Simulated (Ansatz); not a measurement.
GaAs: geometry relaxation (part 2 of 2)

The same run, continued: GaAs (slab, 4 atoms in the cell); DFT PBE, scalar-relativistic, plane waves, PAW, PAW set soft_1, no spin polarisation (Ansatz 0.2.0); cutoff 420 eV, 9×9×1 k-mesh, Gaussian smearing of 0.05 eV. The structure derives from an entry of the Crystallography Open Database. The input holds or restrains some coordinates.

Geometry of the input (Å; fractional positions):
```
4.0630  0.0000  0.0000
-2.0315  3.5186  0.0000
0.0000  0.0000  18.1467
As 0.0000  0.0000  0.3857
Ga 0.3333  0.6667  0.4314
As 0.3333  0.6667  0.5686
Ga 0.6667  0.3333  0.6143
```

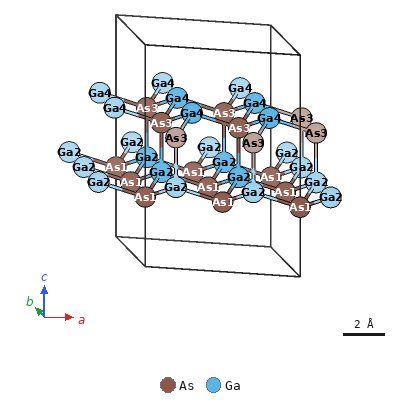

Fig. 1: The geometry at step 1 of the log (ball-and-stick view of the 2 × 2 repeat of the cell, with the vacuum cut short, seen slightly off an axis; neighbours outside the cell are drawn fainter; atoms are numbered from 1 in the order of the input).

### What the program printed, continued
```
SCF iter   1: F=—  HF=-17278.321385 eV  |F-HF|=—  |Δ(HF+E_count)|=         —  Δρ=2.87e-3  dr2=1.07e-1  ethr=2.21e-4  p=0.151 e·Å  D=1.06e-1 V/Å  ΔV_dip=-1.92 eV  dr2_dipole=3.72e-2  V_vac-E_F(+/−)=3.29/5.20 eV  ⟨swp⟩=1.2  Hψ=1412  notcnv=0  defer=18
efield: sawtooth ramp at fractional position 0.9800 (handed on by an earlier solve), width 0.0400; the density the first Hamiltonian is built on has a dipole p = 0.151 e·Å; the dipole correction subtracts the counter field D = 1.06e-1 V/Å, which shifts the + side's vacuum level by -1.92 eV against the − side's; the planar-averaged density in the ramp window peaks in size at 7.0e-6 e/Å³
preconditioner: auto → Resta (q_TF=auto, 2.113 Å⁻¹)  ε∞=2.0  [insulator: Δε(μ)=0.231 eV  Ē_g=13.778 eV  σ=0.050 eV  W_gap=1.00  n_scr=54 (ndim 8)  ℏωp=13.8 eV  f_vac=0.593  D(μ)=0.00/eV (n_scr^D=0)  ε∞_Penn≈2.0  vacuum switching on, ρ_ref=1.4e-2 e/Å³]
SCF iter   2: F=—  HF=-17278.439613 eV  |F-HF|=—  |Δ(HF+E_count)|=   1.18e-1  Δρ=7.98e-3  dr2=2.62e0  ethr=1.92e-4  p=0.237 e·Å  D=1.65e-1 V/Å  ΔV_dip=-2.99 eV  dr2_dipole=1.26e0  V_vac-E_F(+/−)=2.75/5.75 eV  ⟨swp⟩=3.8  Hψ=586  notcnv=0  defer=17  recentre
preconditioner: auto → LDOS  [insulator: Δε(μ)=0.219 eV  Ē_g=13.758 eV  σ=0.050 eV  W_gap=0.70  n_scr=54 (ndim 8)  ℏωp=13.8 eV  f_vac=0.593  D(μ)=4.43/eV (n_scr^D=10)  ε∞_Penn≈2.0  β→1.0]
SCF iter   3: F=—  HF=-17278.316424 eV  |F-HF|=—  |Δ(HF+E_count)|=   1.23e-1  Δρ=2.23e-3  dr2=6.46e-2  ethr=1.92e-4  p=0.156 e·Å  D=1.09e-1 V/Å  ΔV_dip=-1.97 eV  dr2_dipole=2.11e-2  V_vac-E_F(+/−)=3.27/5.24 eV  ⟨swp⟩=3.2  Hψ=613  notcnv=1  defer=17
SCF iter   4: F=—  HF=-17278.310372 eV  |F-HF|=—  |Δ(HF+E_count)|=   6.05e-3  Δρ=1.24e-3  dr2=6.55e-3  ethr=1.15e-4  p=0.164 e·Å  D=1.15e-1 V/Å  ΔV_dip=-2.08 eV  dr2_dipole=7.09e-4  V_vac-E_F(+/−)=3.22/5.29 eV  ⟨swp⟩=1.8  Hψ=424  notcnv=0  defer=17
SCF iter   5: F=—  HF=-17278.310852 eV  |F-HF|=—  |Δ(HF+E_count)|=   4.79e-4  Δρ=7.09e-4  dr2=2.15e-2  ethr=1.17e-5  p=0.168 e·Å  D=1.17e-1 V/Å  ΔV_dip=-2.13 eV  dr2_dipole=8.98e-3  V_vac-E_F(+/−)=3.21/5.33 eV  ⟨swp⟩=2.0  Hψ=541  notcnv=0  defer=17  recentre
SCF iter   6: F=—  HF=-17278.309567 eV  |F-HF|=—  |Δ(HF+E_count)|=   1.28e-3  Δρ=4.02e-4  dr2=7.15e-4  ethr=1.17e-5  p=0.165 e·Å  D=1.15e-1 V/Å  ΔV_dip=-2.09 eV  dr2_dipole=2.25e-4  V_vac-E_F(+/−)=3.23/5.32 eV  ⟨swp⟩=1.8  Hψ=415  notcnv=0  defer=16
SCF iter   7: F=—  HF=-17278.309494 eV  |F-HF|=—  |Δ(HF+E_count)|=   7.28e-5  Δρ=1.54e-4  dr2=2.45e-4  ethr=1.28e-6  p=0.164 e·Å  D=1.14e-1 V/Å  ΔV_dip=-2.07 eV  dr2_dipole=9.79e-5  V_vac-E_F(+/−)=3.25/5.32 eV  ⟨swp⟩=1.1  Hψ=488  notcnv=0  defer=17
SCF iter   8: F=—  HF=-17278.309476 eV  |F-HF|=—  |Δ(HF+E_count)|=   1.88e-5  Δρ=5.47e-5  dr2=1.04e-4  ethr=4.38e-7  p=0.163 e·Å  D=1.14e-1 V/Å  ΔV_dip=-2.06 eV  dr2_dipole=4.95e-5  V_vac-E_F(+/−)=3.26/5.32 eV  ⟨swp⟩=1.9  Hψ=420  notcnv=0  defer=17
SCF iter   9: F=-17278.309433 eV  HF=-17278.309471 eV  |F-HF|=3.72e-5  |Δ(HF+E_count)|=   4.91e-6  Δρ=2.60e-5  dr2=2.69e-5  ethr=1.60e-7  p=0.162 e·Å  D=1.13e-1 V/Å  ΔV_dip=-2.06 eV  dr2_dipole=1.17e-5  V_vac-E_F(+/−)=3.27/5.32 eV  ⟨swp⟩=9.8  Hψ=1726  notcnv=0
SCF 2 converged in 9 iterations: F = -17278.309433 eV  dr2 = 2.69e-5
relax step   2: F+E_penalty+E_count = -17278.30943340 eV  Δ(F+E_penalty+E_count) = -9.059e-2 eV  max|allowed force component| = 3.777e-1 eV/Å  Δτ_max = 0.1028 Å  (9 SCF iters, dr2 threshold 8.94e-5 eV, accepted)
SCF iter   1: F=—  HF=-17278.330846 eV  |F-HF|=—  |Δ(HF+E_count)|=         —  Δρ=3.40e-3  dr2=2.41e-2  ethr=2.89e-3  p=0.162 e·Å  D=1.13e-1 V/Å  ΔV_dip=-2.06 eV  dr2_dipole=1.09e-3  V_vac-E_F(+/−)=3.29/5.34 eV  ⟨swp⟩=3.2  Hψ=937  notcnv=0  defer=16
efield: sawtooth ramp at fractional position 0.9800 (handed on by an earlier solve), width 0.0400; the density the first Hamiltonian is built on has a dipole p = 0.162 e·Å; the dipole correction subtracts the counter field D = 1.13e-1 V/Å, which shifts the + side's vacuum level by -2.06 eV against the − side's; the planar-averaged density in the ramp window peaks in size at 6.7e-6 e/Å³
preconditioner: auto → LDOS  [insulator: Δε(μ)=0.106 eV  Ē_g=13.746 eV  σ=0.050 eV  W_gap=0.50  n_scr=54 (ndim 8)  ℏωp=13.8 eV  f_vac=0.587  D(μ)=0.59/eV (n_scr^D=2)  ε∞_Penn≈2.0  β→1.0]
SCF iter   2: F=—  HF=-17278.333469 eV  |F-HF|=—  |Δ(HF+E_count)|=   2.62e-3  Δρ=1.48e-3  dr2=2.35e-2  ethr=4.31e-5  p=0.160 e·Å  D=1.12e-1 V/Å  ΔV_dip=-2.03 eV  dr2_dipole=6.83e-4  V_vac-E_F(+/−)=3.36/5.38 eV  ⟨swp⟩=3.0  Hψ=807  notcnv=0  defer=20
SCF iter   3: F=—  HF=-17278.328513 eV  |F-HF|=—  |Δ(HF+E_count)|=   4.96e-3  Δρ=3.52e-4  dr2=8.66e-4  ethr=4.19e-5  p=0.162 e·Å  D=1.13e-1 V/Å  ΔV_dip=-2.05 eV  dr2_dipole=1.61e-6  V_vac-E_F(+/−)=3.29/5.34 eV  ⟨swp⟩=2.6  Hψ=529  notcnv=0  defer=20
SCF iter   4: F=—  HF=-17278.328418 eV  |F-HF|=—  |Δ(HF+E_count)|=   9.44e-5  Δρ=1.00e-4  dr2=5.94e-5  ethr=1.55e-6  p=0.163 e·Å  D=1.14e-1 V/Å  ΔV_dip=-2.07 eV  dr2_dipole=1.96e-5  V_vac-E_F(+/−)=3.29/5.36 eV  ⟨swp⟩=2.4  Hψ=574  notcnv=0  defer=20
iter 5 did not close the SCF: its close was put off until two iterations running show no level that it waits for move by more than its bar (scf_convergence_deferred on its scf_iter line)
SCF iter   5: F=-17278.328411 eV  HF=-17278.328416 eV  |F-HF|=4.67e-6  |Δ(HF+E_count)|=   2.30e-6  Δρ=2.99e-5  dr2=4.71e-6  ethr=1.59e-8  p=0.163 e·Å  D=1.13e-1 V/Å  ΔV_dip=-2.06 eV  dr2_dipole=2.02e-6  V_vac-E_F(+/−)=3.29/5.35 eV  ⟨swp⟩=11.4  Hψ=2067  notcnv=0
iter 6 did not close the SCF: its close was put off until two iterations running show no level that it waits for move by more than its bar (scf_convergence_deferred on its scf_iter line)
SCF iter   6: F=-17278.328417 eV  HF=-17278.328417 eV  |F-HF|=1.06e-7  |Δ(HF+E_count)|=   7.04e-7  Δρ=1.03e-5  dr2=3.03e-7  ethr=8.41e-9  p=0.163 e·Å  D=1.14e-1 V/Å  ΔV_dip=-2.06 eV  dr2_dipole=4.68e-8  V_vac-E_F(+/−)=3.29/5.35 eV  ⟨swp⟩=5.6  Hψ=1500  notcnv=0
SCF iter   7: F=-17278.328417 eV  HF=-17278.328417 eV  |F-HF|=2.40e-8  |Δ(HF+E_count)|=   2.54e-7  Δρ=4.01e-6  dr2=4.31e-8  ethr=5.42e-10  p=0.163 e·Å  D=1.14e-1 V/Å  ΔV_dip=-2.06 eV  dr2_dipole=1.83e-10  V_vac-E_F(+/−)=3.29/5.35 eV  ⟨swp⟩=3.8  Hψ=1363  notcnv=0
SCF 3 converged in 7 iterations: F = -17278.328417 eV  dr2 = 4.31e-8
relax step   3: F+E_penalty+E_count = -17278.32841694 eV  Δ(F+E_penalty+E_count) = -1.898e-2 eV  max|allowed force component| = 1.141e-1 eV/Å  Δτ_max = 0.1107 Å  (7 SCF iters, dr2 threshold 8.92e-6 eV, accepted)
SCF iter   1: F=—  HF=-17278.330585 eV  |F-HF|=—  |Δ(HF+E_count)|=         —  Δρ=6.64e-4  dr2=3.52e-3  ethr=1.92e-5  p=0.163 e·Å  D=1.14e-1 V/Å  ΔV_dip=-2.06 eV  dr2_dipole=1.05e-3  V_vac-E_F(+/−)=3.29/5.36 eV  ⟨swp⟩=3.0  Hψ=904  notcnv=0  defer=20
efield: sawtooth ramp at fractional position 0.9800 (handed on by an earlier solve), width 0.0400; the density the first Hamiltonian is built on has a dipole p = 0.163 e·Å; the dipole correction subtracts the counter field D = 1.14e-1 V/Å, which shifts the + side's vacuum level by -2.06 eV against the − side's; the planar-averaged density in the ramp window peaks in size at 7.3e-6 e/Å³
preconditioner: auto → LDOS  [insulator: Δε(μ)=0.197 eV  Ē_g=13.763 eV  σ=0.050 eV  W_gap=0.50  n_scr=54 (ndim 8)  ℏωp=13.8 eV  f_vac=0.588  D(μ)=0.56/eV (n_scr^D=2)  ε∞_Penn≈2.0  β→1.0]
SCF iter   2: F=—  HF=-17278.330441 eV  |F-HF|=—  |Δ(HF+E_count)|=   1.45e-4  Δρ=3.87e-4  dr2=2.02e-3  ethr=6.29e-6  p=0.168 e·Å  D=1.17e-1 V/Å  ΔV_dip=-2.13 eV  dr2_dipole=7.12e-4  V_vac-E_F(+/−)=3.27/5.40 eV  ⟨swp⟩=2.1  Hψ=580  notcnv=0  defer=19
SCF iter   3: F=—  HF=-17278.330170 eV  |F-HF|=—  |Δ(HF+E_count)|=   2.71e-4  Δρ=1.08e-4  dr2=1.54e-4  ethr=3.60e-6  p=0.164 e·Å  D=1.14e-1 V/Å  ΔV_dip=-2.07 eV  dr2_dipole=4.08e-5  V_vac-E_F(+/−)=3.28/5.36 eV  ⟨swp⟩=2.0  Hψ=453  notcnv=0  defer=19
SCF iter   4: F=—  HF=-17278.330127 eV  |F-HF|=—  |Δ(HF+E_count)|=   4.26e-5  Δρ=1.94e-5  dr2=3.27e-6  ethr=2.75e-7  p=0.164 e·Å  D=1.15e-1 V/Å  ΔV_dip=-2.08 eV  dr2_dipole=9.97e-7  V_vac-E_F(+/−)=3.28/5.36 eV  ⟨swp⟩=2.0  Hψ=468  notcnv=0  defer=19
SCF iter   5: F=-17278.330127 eV  HF=-17278.330127 eV  |F-HF|=4.60e-8  |Δ(HF+E_count)|=   3.23e-7  Δρ=6.89e-6  dr2=1.79e-7  ethr=2.12e-9  p=0.164 e·Å  D=1.15e-1 V/Å  ΔV_dip=-2.08 eV  dr2_dipole=4.10e-10  V_vac-E_F(+/−)=3.28/5.36 eV  ⟨swp⟩=11.6  Hψ=1969  notcnv=0
SCF 4 converged in 5 iterations: F = -17278.330127 eV  dr2 = 1.79e-7
relax step   4: F+E_penalty+E_count = -17278.33012719 eV  Δ(F+E_penalty+E_count) = -1.710e-3 eV  max|allowed force component| = 2.219e-2 eV/Å  Δτ_max = 0.0267 Å  (5 SCF iters, dr2 threshold 1.19e-6 eV, accepted)
iter 1 solved again at ethr=3.21e-10 eV; its pass at ethr=3.10e-3 eV (dr2=1.80e-7 eV) is discarded
SCF iter   1: F=—  HF=-17278.330141 eV  |F-HF|=—  |Δ(HF+E_count)|=         —  Δρ=6.91e-6  dr2=1.80e-7  ethr=3.21e-10  p=0.164 e·Å  D=1.15e-1 V/Å  ΔV_dip=-2.08 eV  dr2_dipole=4.29e-10  V_vac-E_F(+/−)=3.28/5.36 eV  ⟨swp⟩=1.0  Hψ=1104  notcnv=0
efield: sawtooth ramp at fractional position 0.9800 (handed on by an earlier solve), width 0.0400; the density the first Hamiltonian is built on has a dipole p = 0.164 e·Å; the dipole correction subtracts the counter field D = 1.15e-1 V/Å, which shifts the + side's vacuum level by -2.08 eV against the − side's; the planar-averaged density in the ramp window peaks in size at 7.3e-6 e/Å³
preconditioner: auto → LDOS  [insulator: Δε(μ)=0.190 eV  Ē_g=13.766 eV  σ=0.050 eV  W_gap=0.50  n_scr=54 (ndim 8)  ℏωp=13.8 eV  f_vac=0.588  D(μ)=0.56/eV (n_scr^D=2)  ε∞_Penn≈2.0  β→1.0]
SCF iter   2: F=—  HF=-17278.330127 eV  |F-HF|=—  |Δ(HF+E_count)|=   1.38e-5  Δρ=6.82e-6  dr2=2.57e-7  ethr=3.21e-10  p=0.164 e·Å  D=1.15e-1 V/Å  ΔV_dip=-2.08 eV  dr2_dipole=1.15e-9  V_vac-E_F(+/−)=3.28/5.36 eV  ⟨swp⟩=2.0  Hψ=702  notcnv=0
SCF iter   3: F=-17278.330127 eV  HF=-17278.330127 eV  |F-HF|=7.66e-9  |Δ(HF+E_count)|=   7.33e-8  Δρ=1.40e-6  dr2=6.67e-9  ethr=1.79e-10  p=0.164 e·Å  D=1.15e-1 V/Å  ΔV_dip=-2.08 eV  dr2_dipole=3.60e-10  V_vac-E_F(+/−)=3.28/5.36 eV  ⟨swp⟩=5.0  Hψ=1701  notcnv=0
SCF 5 converged in 3 iterations: F = -17278.330127 eV  dr2 = 6.67e-9
relax step   5: F+E_penalty+E_count = -17278.33012729 eV  Δ(F+E_penalty+E_count) = -1.056e-7 eV  max|allowed force component| = 2.227e-2 eV/Å  Δτ_max = 0.0000 Å  (3 SCF iters, accepted)
SCF converged after 3 iterations
Free energy (F): -17278.330127 eV
Harris-Foulkes:  -17278.330127 eV  (|F-HF|=7.66e-9)
Internal energy: -17278.329431 eV  (E = F + TS)
E sigma→0 (E₀):  -17278.329779 eV
Entropy (-TS):   -0.000697 eV (-0.174 meV/atom)
Fermi energy:    0.047452 eV
Dipole field:    D = 0.114673 V/Å  (p = 0.164405 e·Å, saw-weighted, corrected)
Work function:   Φ+ = 3.2817 eV   Φ− = 5.3626 eV
Levels:          The Fermi level and band energies are counted from a zero that moves with the ramp; work functions are not
--- Per-component energies (eV) ---
  E_band       = -1091.518495
  E_kinetic    = 414.137250
  E_local      = -33226.899140  (includes V_loc(G=0)·N_el)
  E_nonlocal   = -975.992182
  E_hartree    = 16991.293173
  E_xc         = -265.308587
  E_vxc        = -256.200286  (∫ρ·V_xc dr)
  E_paw        = -8004.481971  (= ΣΔE_a)
  E_vpaw       = -1028.912876  (= ΣTr[D̂ρ^β])
  E_aug_tail   = -0.000448  (compensation charges beyond the density's cutoff)
  E_efield     = 0.009426  (sawtooth field / dipole correction)
  E_vefield    = -0.240956  (∫n·V_field dr)
  E_ewald      = 7788.913049
  E_smearing   = -0.000697  (= −TS)
  E_closure    = -0.000000  (closes the sum)
  Σ components = -17278.330127   (vs F -17278.330127, Δ=0.00e0)
--- Forces (eV/Å), atoms counted from 1 ---
  atom   1  As     0.00000000     0.00000000     0.50886914
  atom   2  Ga    -0.00000000     0.00000000    -0.49905447
  atom   3  As    -0.00000000     0.00000000    -0.02226792
  atom   4  Ga    -0.00000000     0.00000000     0.01243456
  max |Σ_I F_I| component: 1.87e-5 eV/Å
--- Band table (eV; the first three rows and the last of 12) ---
  k-point 0: bands = ["-36.1181", "-36.1181", "-36.1148", "-36.1075", "-36.1075", "-34.6433", "-34.6433", "-34.6329", "-34.6324", "-34.6324", "-15.8415", "-15.7526", "-15.7526", "-15.6944", "-15.6944", "-14.4640", "-14.3838", "-14.3838", "-14.3193", "-14.3193", "-12.6960", "-10.9399", "-5.0735", "-2.2852", "-1.7116", "-1.7116", "-0.1425", "0.0475", "0.0475", "1.0965", "1.9325", "3.4585", "3.4585", "3.6060"]
  k-point 1: bands = ["-36.1182", "-36.1180", "-36.1147", "-36.1075", "-36.1075", "-34.6433", "-34.6432", "-34.6328", "-34.6324", "-34.6323", "-15.8385", "-15.7562", "-15.7518", "-15.6961", "-15.6914", "-14.4612", "-14.3882", "-14.3837", "-14.3211", "-14.3164", "-12.5852", "-10.8295", "-5.0753", "-3.1304", "-1.9793", "-1.9302", "-0.8442", "-0.1603", "0.6777", "1.4890", "2.5181", "3.2652", "3.7398", "3.8812"]
  k-point 2: bands = ["-36.1183", "-36.1177", "-36.1145", "-36.1076", "-36.1074", "-34.6434", "-34.6429", "-34.6326", "-34.6325", "-34.6323", "-15.8325", "-15.7640", "-15.7503", "-15.7001", "-15.6832", "-14.4547", "-14.3989", "-14.3835", "-14.3252", "-14.3089", "-12.2695", "-10.5163", "-5.4168", "-4.2986", "-2.7222", "-2.3859", "-1.1254", "-0.5992", "0.8599", "1.5830", "2.8395", "3.6897", "4.2334", "4.5458"]
  k-point 11: bands = ["-36.1179", "-36.1177", "-36.1141", "-36.1076", "-36.1076", "-34.6430", "-34.6427", "-34.6325", "-34.6324", "-34.6322", "-15.8209", "-15.7738", "-15.7526", "-15.7055", "-15.6689", "-14.4381", "-14.4202", "-14.3886", "-14.3270", "-14.2986", "-11.1224", "-9.4108", "-7.3590", "-5.9039", "-4.6097", "-2.9432", "-2.3289", "-0.4308", "0.2085", "2.6636", "3.8547", "4.6435", "5.0643", "5.8887"]
--- Relaxed structure (5 steps of the walk, 5 accepted, 0 SCFs on fresh bases) ---
  F+E_penalty+E_count = -17278.33012729 eV   max|allowed force component| = 2.227e-2 eV/Å
  atoms:
    - { symbol: As, position: [-1.850371707600888e-17, -3.238150488543892e-17, 0.385744171] }
    - { symbol: Ga, position: [0.33333333333333326, 0.6666666666666665, 0.4314465026] }
    - { symbol: As, position: [0.33333333333333326, 0.6666666666666665, 0.5817861084140283] }
    - { symbol: Ga, position: [0.6666666666666667, 0.33333333333333326, 0.6156225330951782] }
```

### Trajectory as extended XYZ (Å, eV, eV/Å), 5 frames, from step=1 to step=5
```
4
Lattice="4.0630 0.0000 0.0000 -2.0315 3.5186 0.0000 0.0000 0.0000 18.1467" Properties=species:S:1:pos:R:3:forces:R:3 step=1 energy=-17278.21884
As    0.0000    0.0000    7.0000    0.0000   0.0000   0.3950
Ga    0.0000    2.3458    7.8293    0.0000   0.0000  -1.0402
As    0.0000    2.3458   10.3174    0.0000   0.0000   1.1958
Ga    2.0315    1.1729   11.1467    0.0000   0.0000  -0.5500
4
Lattice="4.0630 0.0000 0.0000 -2.0315 3.5186 0.0000 0.0000 0.0000 18.1467" Properties=species:S:1:pos:R:3:forces:R:3 step=2 energy=-17278.30943
As    0.0000    0.0000    7.0000    0.0000   0.0000   0.4608
Ga    0.0000    2.3458    7.8293    0.0000   0.0000  -0.7594
As    0.0000    2.3458   10.4202    0.0000   0.0000   0.3777
Ga    2.0315    1.1729   11.1006    0.0000   0.0000  -0.0783
4
Lattice="4.0630 0.0000 0.0000 -2.0315 3.5186 0.0000 0.0000 0.0000 18.1467" Properties=species:S:1:pos:R:3:forces:R:3 step=3 energy=-17278.32842
As    0.0000    0.0000    7.0000    0.0000   0.0000   0.5003
Ga    0.0000    2.3458    7.8293    0.0000   0.0000  -0.5233
As    0.0000    2.3458   10.5309    0.0000   0.0000   0.1141
Ga    2.0315    1.1729   11.1835    0.0000   0.0000  -0.0912
4
Lattice="4.0630 0.0000 0.0000 -2.0315 3.5186 0.0000 0.0000 0.0000 18.1467" Properties=species:S:1:pos:R:3:forces:R:3 step=4 energy=-17278.33013
As    0.0000    0.0000    7.0000    0.0000   0.0000   0.5088
Ga    0.0000    2.3458    7.8293    0.0000   0.0000  -0.4991
As    0.0000    2.3458   10.5575    0.0000   0.0000  -0.0222
Ga    2.0315    1.1729   11.1715    0.0000   0.0000   0.0125
4
Lattice="4.0630 0.0000 0.0000 -2.0315 3.5186 0.0000 0.0000 0.0000 18.1467" Properties=species:S:1:pos:R:3:forces:R:3 step=5 energy=-17278.33013
As    0.0000    0.0000    7.0000    0.0000   0.0000   0.5089
Ga    0.0000    2.3458    7.8293    0.0000   0.0000  -0.4991
As    0.0000    2.3458   10.5575    0.0000   0.0000  -0.0223
Ga    2.0315    1.1729   11.1715    0.0000   0.0000   0.0124
```

### Summary

- outcome: converged under the restraints of the input
- electrons treated: 56
- free energy: −17278.3301 eV
- work function, top face: 3.28 eV
- work function, bottom face: 5.36 eV
- Fermi energy: 0.047 eV
- gap on the k-point mesh: none (metallic)
- final volume: 259.43 Å³
- work function (upper face): 3.28 eV
- largest force (length of the vector) at the end, held atoms and coordinates included: 0.509 eV/Å
- hardware: 2 threads of Arm Neoverse N1, 98 GiB of memory available, shared host
- wall time: 49 s (CPU time 94 s)
- peak memory: 0.49 GiB
